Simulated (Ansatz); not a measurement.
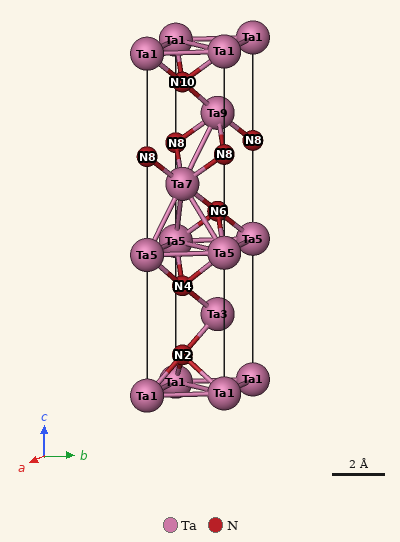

Figure 1. The structure as given in the input (ball-and-stick view of the cell of the calculation, seen slightly off an axis; atoms are numbered from 1 in the order of the input).

## Two runs on TaN

System: TaN (10 atoms in the cell).
Method of run 1: DFT PBE, scalar-relativistic, plane waves, PAW, no spin polarisation (Ansatz 0.2.0).

The structure was built on a prototype by a generator; it need not be a known phase. Text and figures count atoms from 1; the logs count them from 0 in places.

## The input, run 1
```yaml
crystal:
  lattice:
    - [3.0310590305, 0.0, 0.0]
    - [-1.5155295152, 2.6249741208, 0.0]
    - [0.0, 0.0, 13.5499121737]
  atoms:
    - { symbol: Ta, position: [0.0, 0.0, -0.0033778071] }
    - { symbol: "N", position: [0.6666666667, 0.3333333333, 0.1] }
    - { symbol: Ta, position: [0.3333333333, 0.6666666667, 0.2033778071] }
    - { symbol: "N", position: [0.6666666667, 0.3333333333, 0.3020485889] }
    - { symbol: Ta, position: [0.0, 0.0, 0.4079371753] }
    - { symbol: "N", position: [0.3333333333, 0.6666666667, 0.5045362818] }
    - { symbol: Ta, position: [0.6666666667, 0.3333333333, 0.6] }
    - { symbol: "N", position: [0.0, 0.0, 0.6954637182] }
    - { symbol: Ta, position: [0.3333333333, 0.6666666667, 0.7920628247] }
    - { symbol: "N", position: [0.6666666667, 0.3333333333, 0.8979514111] }
basis:
  ecutwfc: 420
kpoints:
  mp_grid: { grid: [21, 21, 8] }
hamiltonian:
  xc: pbe
scf:
  occupations: { method: gaussian, width: 0.1 }
output:
  forces: true
  stress: true
  eigenvalues: true
```

Launched with:
```bash
ansatz run input.yaml --threads 1 --pin off --max-ram 2560MiB --backend cpu --events-out ev --progress --plain --runs-dir out
```

Hardware: 1 thread of Arm Neoverse V2, 24 GiB of memory available, shared host.

## Output, shortened to warnings, some set-up lines, iterations and results (run 1)
```
Basis set: ecut = 420 eV, 2085 PW (Γ), exchange–correlation on 48×48×192 points (8 copies of the dense FFT grid, shifted against one another)
Symmetry: 12 space group operations
k-points: 351 of 3528
Initial density: superposition of atomic densities (neutral atoms: chi_scale 0, normalization atom), corrected by the library's trained network
[...]
SCF iter   1: F=—  HF=-51590.185007 eV  |F-HF|=—  |Δ(HF+E_count)|=         —  Δρ=7.10e-3  dr2=1.22e-1  ethr=1.77e-3  ⟨swp⟩=5.3  Hψ=74006  notcnv=0
SCF iter   2: F=—  HF=-51590.177328 eV  |F-HF|=—  |Δ(HF+E_count)|=   7.68e-3  Δρ=4.32e-3  dr2=7.73e-2  ethr=1.36e-4  ⟨swp⟩=1.0  Hψ=22474  notcnv=0
SCF iter   3: F=—  HF=-51590.169540 eV  |F-HF|=—  |Δ(HF+E_count)|=   7.79e-3  Δρ=9.12e-4  dr2=1.19e-2  ethr=8.59e-5  ⟨swp⟩=2.0  Hψ=20251  notcnv=0
SCF iter   4: F=—  HF=-51590.168853 eV  |F-HF|=—  |Δ(HF+E_count)|=   6.87e-4  Δρ=5.15e-4  dr2=1.13e-3  ethr=1.32e-5  ⟨swp⟩=1.8  Hψ=19676  notcnv=0
SCF iter   5: F=—  HF=-51590.168803 eV  |F-HF|=—  |Δ(HF+E_count)|=   5.03e-5  Δρ=1.36e-4  dr2=6.55e-5  ethr=1.25e-6  ⟨swp⟩=2.0  Hψ=22835  notcnv=0
SCF iter   6: F=—  HF=-51590.168790 eV  |F-HF|=—  |Δ(HF+E_count)|=   1.27e-5  Δρ=4.23e-5  dr2=1.91e-6  ethr=7.28e-8  ⟨swp⟩=1.9  Hψ=22642  notcnv=0  defer=93
SCF iter   7: F=—  HF=-51590.168790 eV  |F-HF|=—  |Δ(HF+E_count)|=   1.68e-7  Δρ=9.31e-6  dr2=1.07e-7  ethr=2.13e-9  ⟨swp⟩=2.0  Hψ=26398  notcnv=0  defer=94
SCF iter   8: F=-51590.168790 eV  HF=-51590.168790 eV  |F-HF|=7.23e-9  |Δ(HF+E_count)|=  6.11e-10  Δρ=2.63e-6  dr2=9.96e-9  ethr=1.11e-10  ⟨swp⟩=10.4  Hψ=77078  notcnv=0
SCF 1 converged in 8 iterations: F = -51590.168790 eV  dr2 = 9.96e-9
SCF converged after 8 iterations
Free energy (F): -51590.168790 eV
Harris-Foulkes:  -51590.168790 eV  (|F-HF|=7.23e-9)
Internal energy: -51590.153967 eV  (E = F + TS)
E sigma→0 (E₀):  -51590.161379 eV
Entropy (-TS):   -0.014823 eV (-1.482 meV/atom)
Fermi energy:    21.231980 eV
--- Per-component energies (eV) ---
  E_band       = -250.074690
  E_kinetic    = 2501.239589
  E_local      = -3019.285916  (includes V_loc(G=0)·N_el)
  E_nonlocal   = 298.857258
  E_hartree    = 1022.140979
  E_xc         = -1399.758284
  E_vxc        = -1412.037470  (∫ρ·V_xc dr)
  E_paw        = -42621.172857  (= ΣΔE_a)
  E_vpaw       = -663.131271  (= ΣTr[D̂ρ^β])
  E_aug_tail   = 0.001211  (compensation charges beyond the density's cutoff)
  E_ewald      = -8372.175948
  E_smearing   = -0.014823  (= −TS)
  E_closure    = 0.000000  (closes the sum)
  Σ components = -51590.168790   (vs F -51590.168790, Δ=0.00e0)
--- Forces (eV/Å), atoms counted from 1 ---
  atom   1  Ta     0.00000000     0.00000000     0.02544520
  atom   2  N     -0.00000000     0.00000000     0.00000000
  atom   3  Ta    -0.00000000    -0.00000000    -0.02544520
  atom   4  N     -0.00000000    -0.00000000     0.05195597
  atom   5  Ta    -0.00000000     0.00000000    -0.01576690
  atom   6  N      0.00000000     0.00000000    -0.02177089
  atom   7  Ta     0.00000000     0.00000000     0.00000000
  atom   8  N     -0.00000000     0.00000000     0.02177089
  atom   9  Ta     0.00000000    -0.00000000     0.01576690
  atom  10  N      0.00000000     0.00000000    -0.05195597
  max |Σ_I F_I| component: 9.25e-18 eV/Å
--- Stress (GPa, compression-positive) ---
        0.012832      -0.000000      -0.000000
       -0.000000       0.012832      -0.000000
       -0.000000      -0.000000      -0.076376
  P = ⅓ Tr σ = -0.0169 GPa (-0.169 kbar)
```

For run 2 the input was changed thus:
```diff
-  ecutwfc: 420
+  ecutwfc: "400 eV"
-  mp_grid: { grid: [21, 21, 8] }
+  mp_grid: { grid: [14, 14, 5] }
+  eigensolver: { kind: davidson }
```

What does this change do to the results?

The free energy of run 2 is 2.9 meV per atom higher, the joint effect of these numerical settings, which can't be told apart here. The number of SCF iterations is the same. The irreducible k-points go from 351 to 104. The plane waves at Γ go from 2085 to 1905. On the same kind of shared host run 2 took about 0.45 times as long.

## Output, shortened to warnings, some set-up lines, iterations and results (run 2)
```
Warning: basis.ecutwfc = 400 eV is below the records' recommended 420 eV, and the density's cutoff is lower with it unless basis.ecutrho_ratio is high enough to keep the records' density cutoff: compare with a run at a higher cutoff
Basis set: ecut = 400 eV, 1905 PW (Γ), exchange–correlation on 40×40×180 points (8 copies of the dense FFT grid, shifted against one another)
Symmetry: 12 space group operations
k-points: 104 of 980
Initial density: superposition of atomic densities (neutral atoms: chi_scale 0, normalization atom), corrected by the library's trained network
[...]
SCF iter   1: F=—  HF=-51590.152339 eV  |F-HF|=—  |Δ(HF+E_count)|=         —  Δρ=7.12e-3  dr2=1.12e-1  ethr=1.77e-3  ⟨swp⟩=5.1  Hψ=22887  notcnv=0
SCF iter   2: F=—  HF=-51590.147631 eV  |F-HF|=—  |Δ(HF+E_count)|=   4.71e-3  Δρ=4.42e-3  dr2=7.23e-2  ethr=1.24e-4  ⟨swp⟩=2.0  Hψ=10470  notcnv=0
SCF iter   3: F=—  HF=-51590.140350 eV  |F-HF|=—  |Δ(HF+E_count)|=   7.28e-3  Δρ=1.33e-3  dr2=1.04e-2  ethr=8.04e-5  ⟨swp⟩=3.5  Hψ=11582  notcnv=0  defer=5
SCF iter   4: F=—  HF=-51590.140254 eV  |F-HF|=—  |Δ(HF+E_count)|=   9.62e-5  Δρ=1.07e-3  dr2=2.17e-3  ethr=1.15e-5  ⟨swp⟩=3.3  Hψ=11901  notcnv=0
SCF iter   5: F=—  HF=-51590.139989 eV  |F-HF|=—  |Δ(HF+E_count)|=   2.64e-4  Δρ=3.55e-4  dr2=3.13e-4  ethr=2.41e-6  ⟨swp⟩=3.4  Hψ=11371  notcnv=0  defer=5
SCF iter   6: F=—  HF=-51590.139975 eV  |F-HF|=—  |Δ(HF+E_count)|=   1.42e-5  Δρ=1.45e-4  dr2=2.68e-5  ethr=3.01e-8  ⟨swp⟩=2.8  Hψ=23642  notcnv=0  defer=2
SCF iter   7: F=—  HF=-51590.139960 eV  |F-HF|=—  |Δ(HF+E_count)|=   1.44e-5  Δρ=1.92e-5  dr2=5.13e-7  ethr=2.98e-8  ⟨swp⟩=4.0  Hψ=12135  notcnv=0  defer=2
SCF iter   8: F=-51590.139960 eV  HF=-51590.139960 eV  |F-HF|=7.28e-9  |Δ(HF+E_count)|=   3.97e-8  Δρ=4.28e-6  dr2=1.80e-8  ethr=5.70e-10  ⟨swp⟩=4.5  Hψ=13606  notcnv=0  …
SCF 1 converged in 8 iterations: F = -51590.139960 eV  dr2 = 1.80e-8
  Residual-converged pass: ⟨swp⟩=3.7  Hψ=13993  notcnv=0  max |occ|·‖R‖ = 6.6e-6 eV (tolerance 6.7e-6 eV)  dr2=1.85e-8  dr2_onsite=4.45e-10  max |Δocc| = 1.7e-8
SCF converged after 8 iterations
Free energy (F): -51590.139960 eV
Harris-Foulkes:  -51590.139960 eV  (|F-HF|=7.28e-9)
Internal energy: -51590.127460 eV  (E = F + TS)
E sigma→0 (E₀):  -51590.133710 eV
Entropy (-TS):   -0.012500 eV (-1.250 meV/atom)
Fermi energy:    21.221800 eV
--- Per-component energies (eV) ---
  E_band       = -250.007877
  E_kinetic    = 2501.699350
  E_local      = -3019.394180  (includes V_loc(G=0)·N_el)
  E_nonlocal   = 298.443274
  E_hartree    = 1022.221317
  E_xc         = -1399.892837
  E_vxc        = -1412.207641  (∫ρ·V_xc dr)
  E_paw        = -42621.030080  (= ΣΔE_a)
  E_vpaw       = -662.991560  (= ΣTr[D̂ρ^β])
  E_aug_tail   = 0.001645  (compensation charges beyond the density's cutoff)
  E_ewald      = -8372.175948
  E_smearing   = -0.012500  (= −TS)
  E_closure    = -0.000000  (closes the sum)
  Σ components = -51590.139960   (vs F -51590.139960, Δ=0.00e0)
--- Forces (eV/Å), atoms counted from 1 ---
  atom   1  Ta     0.00000000    -0.00000000     0.02541372
  atom   2  N     -0.00000000    -0.00000000     0.00000000
  atom   3  Ta    -0.00000000     0.00000000    -0.02541372
  atom   4  N     -0.00000000     0.00000000     0.06035536
  atom   5  Ta    -0.00000000     0.00000000    -0.04834973
  atom   6  N      0.00000000     0.00000000    -0.02488832
  atom   7  Ta     0.00000000    -0.00000000     0.00000000
  atom   8  N     -0.00000000     0.00000000     0.02488832
  atom   9  Ta     0.00000000    -0.00000000     0.04834973
  atom  10  N      0.00000000     0.00000000    -0.06035536
  max |Σ_I F_I| component: 2.89e-17 eV/Å
--- Stress (GPa, compression-positive) ---
       -0.097888      -0.000000      -0.000000
       -0.000000      -0.097888      -0.000000
       -0.000000      -0.000000       0.156426
  P = ⅓ Tr σ = -0.0131 GPa (-0.131 kbar)
```

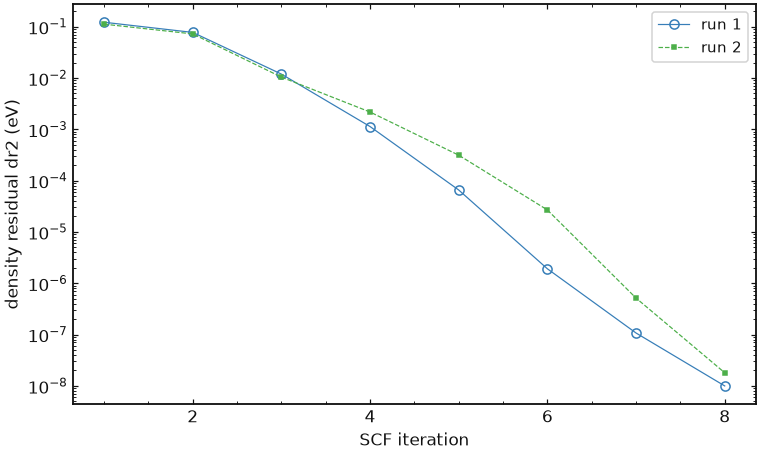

Figure 2. Convergence of the two runs: density residual dr2 against the SCF iteration. Run 1 takes 8 iterations in all, and run 2 takes 8.

## The two runs side by side

| quantity | run 1 | run 2 |
| --- | --- | --- |
| outcome | converged | converged |
| free energy per atom (eV) | −5159.0169 | −5159.0140 |
| energy per atom, smearing taken to zero (eV) | −5159.0161 | −5159.0134 |
| gap on the mesh (eV) | 0.00 | 0.00 |
| pressure (GPa) | −0.02 | −0.01 |
| largest force (eV/Å) | 0.052 | 0.060 |
| SCF iterations | 8 | 8 |
| irreducible k-points | 351 | 104 |
| plane waves at Γ | 2085 | 1905 |
| wall time (shared host) | 88 s | 40 s |

For both runs: Spin–orbit coupling is left out, which matters for Ta. For run 2: These settings are looser than, or depart from, a standard set-up, so the numbers are not reference values for this system. Warnings: the cutoff is below the recommended one.
